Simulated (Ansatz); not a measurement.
**Sr: 5 runs along one coordinate**

System: Sr (1 atom in the cell).
Method: DFT PBEsol, scalar-relativistic, plane waves, PAW, no spin polarisation (Ansatz 0.2.0).

The 5 runs differ only in the geometry, by a strain of the cell at fixed fractional positions. Against run 3, the strain is εxx = η and εyy = η. The structure derives from an entry of the Crystallography Open Database.

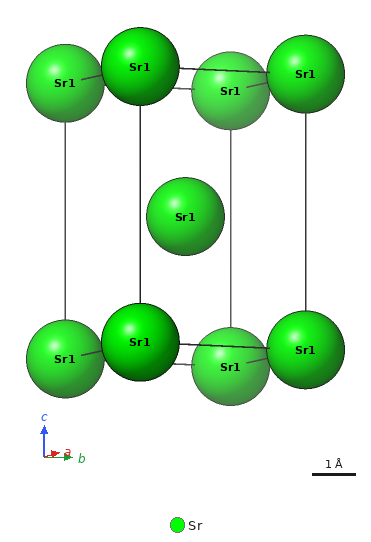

Figure 1. The structure of run 3 (spheres-only view of the cell 2 times as large as that of the calculation, set on its symmetry axes, seen at an oblique angle; atoms are numbered from 1 in the order of the input). An atom can appear more than once, as a periodic image.

### Input of run 3
```yaml
crystal:
  lattice:
    - [0.0, 3.04235, 3.285738]
    - [3.04235, 0.0, 3.285738]
    - [3.04235, 3.04235, 0.0]
  atoms:
    - { symbol: Sr, position: [0.0, 0.0, 0.0] }
basis:
  ecutwfc: 420
kpoints:
  mp_grid: { grid: [10, 10, 10] }
hamiltonian:
  xc: pbesol
scf:
  occupations: { method: gaussian, width: 0.03 }
output:
  forces: true
  stress: true
  eigenvalues: true
```

Command:
```bash
ansatz run input.yaml --threads 1 --pin off --max-ram 2560MiB --backend cpu --events-out ev --progress --plain --runs-dir out
```

Lattice vectors (Å) and fractional positions of run 3:
```
   0.000000    3.042350    3.285738
   3.042350    0.000000    3.285738
   3.042350    3.042350    0.000000
Sr  0.000000  0.000000  0.000000
```

Run 2 differs from it as follows:
```diff
-    - [0.0, 3.04235, 3.285738]
-    - [3.04235, 0.0, 3.285738]
-    - [3.04235, 3.04235, 0.0]
+    - [0.0, 2.920656, 3.285738]
+    - [2.920656, 0.0, 3.285738]
+    - [2.920656, 2.920656, 0.0]
```

### Results, with one run withheld

| run | strain parameter η (%) | free energy per atom, from the lowest run given (meV) | pressure (GPa) |
| --- | --- | --- | --- |
| 1 | −8.0000 | 0.00 | 0.05 |
| 2 | −4.0000 | ? | ? |
| 3 | 0.0000 | 30.61 | −1.49 |
| 4 | 4.0000 | 80.70 | −1.94 |
| 5 | 8.0000 | 148.43 | −2.27 |

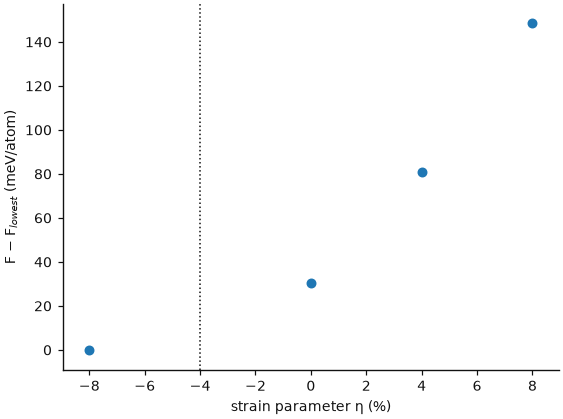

Figure 2. Free energy per atom of the runs given; the dotted line marks run 2.

What should run 2 give?

A quadratic polynomial in the coordinate, fitted to the 4 runs given, misses them by at most 1.21 meV per atom. With x = η − 1.0000, it reads F = 41.502 + 10.654 x + 0.6695 x² (meV per atom). At run 2 it gives 4.97 meV per atom, and the run itself gives 1.13. The fit has its minimum at η = −6.9567 %. The fit misses that run by 3.84 meV per atom.

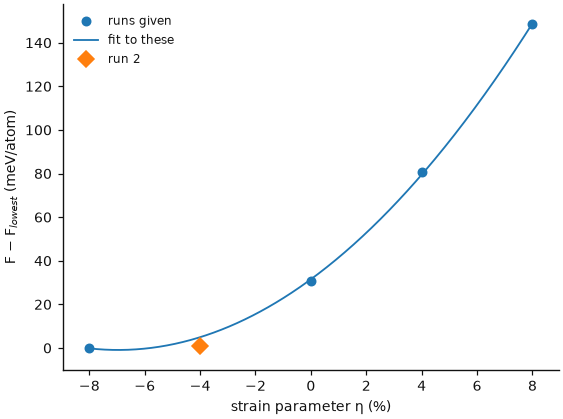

Figure 3. The fit and the withheld run.

### Output, shortened to warnings, some set-up lines, iterations and results (run 2)
```
Basis set: ecut = 420 eV, 1087 PW (Γ), exchange–correlation on 60×60×60 points (8 copies of the dense FFT grid, shifted against one another)
Symmetry: 16 space group operations
k-points: 102 of 1000
Initial density: superposition of atomic densities (neutral atoms: chi_scale 0, normalization atom), corrected by the library's trained network
[...]
SCF iter   1: F=—  HF=-3492.189978 eV  |F-HF|=—  |Δ(HF+E_count)|=         —  Δρ=1.24e-3  dr2=4.82e-4  ethr=1.77e-3  ⟨swp⟩=7.5  Hψ=8362  notcnv=0
SCF iter   2: F=—  HF=-3492.190550 eV  |F-HF|=—  |Δ(HF+E_count)|=   5.72e-4  Δρ=5.68e-4  dr2=1.30e-4  ethr=4.82e-6  ⟨swp⟩=3.0  Hψ=2690  notcnv=0
SCF iter   3: F=—  HF=-3492.190593 eV  |F-HF|=—  |Δ(HF+E_count)|=   4.35e-5  Δρ=1.34e-4  dr2=1.15e-5  ethr=1.30e-6  ⟨swp⟩=1.9  Hψ=1011  notcnv=0
SCF iter   4: F=—  HF=-3492.190593 eV  |F-HF|=—  |Δ(HF+E_count)|=   5.69e-7  Δρ=2.55e-5  dr2=5.43e-7  ethr=1.15e-7  ⟨swp⟩=2.0  Hψ=1041  notcnv=0
SCF iter   5: F=-3492.190593 eV  HF=-3492.190593 eV  |F-HF|=4.66e-9  |Δ(HF+E_count)|=   2.27e-8  Δρ=6.43e-6  dr2=2.81e-8  ethr=5.43e-9  ⟨swp⟩=1.8  Hψ=1072  notcnv=0
SCF iter   6: F=-3492.190593 eV  HF=-3492.190593 eV  |F-HF|=1.81e-10  |Δ(HF+E_count)|=   5.80e-9  Δρ=1.12e-6  dr2=5.13e-10  ethr=2.81e-10  ⟨swp⟩=3.3  Hψ=3828  notcnv=0
SCF 1 converged in 6 iterations: F = -3492.190593 eV  dr2 = 5.13e-10
SCF converged after 6 iterations
Free energy (F): -3492.190593 eV
Harris-Foulkes:  -3492.190593 eV  (|F-HF|=1.81e-10)
Internal energy: -3492.190035 eV  (E = F + TS)
E sigma→0 (E₀):  -3492.190314 eV
Entropy (-TS):   -0.000557 eV (-0.557 meV/atom)
Fermi energy:    4.876090 eV
--- Per-component energies (eV) ---
  E_band       = -138.339018
  E_kinetic    = 241.097225
  E_local      = -777.736654  (includes V_loc(G=0)·N_el)
  E_nonlocal   = 204.253049
  E_hartree    = 197.047781
  E_xc         = -169.271871
  E_vxc        = -158.331038  (∫ρ·V_xc dr)
  E_paw        = -2644.566466  (= ΣΔE_a)
  E_vpaw       = -41.717512  (= ΣTr[D̂ρ^β])
  E_aug_tail   = -0.000001  (compensation charges beyond the density's cutoff)
  E_ewald      = -543.147446
  E_core_change = 0.134347  (= ΣΔE_core)
  E_smearing   = -0.000557  (= −TS)
  E_closure    = -0.000000  (closes the sum)
  Σ components = -3492.190593   (vs F -3492.190593, Δ=0.00e0)
--- Forces (eV/Å), atoms counted from 1 ---
  atom   1  Sr    -0.00000000     0.00000000     0.00000000
  max |Σ_I F_I| component: 4.93e-32 eV/Å
--- Stress (GPa, compression-positive) ---
       -0.604215       0.000000       0.000000
        0.000000      -0.604215       0.000000
        0.000000       0.000000      -1.488720
  P = ⅓ Tr σ = -0.8991 GPa (-8.991 kbar)
```
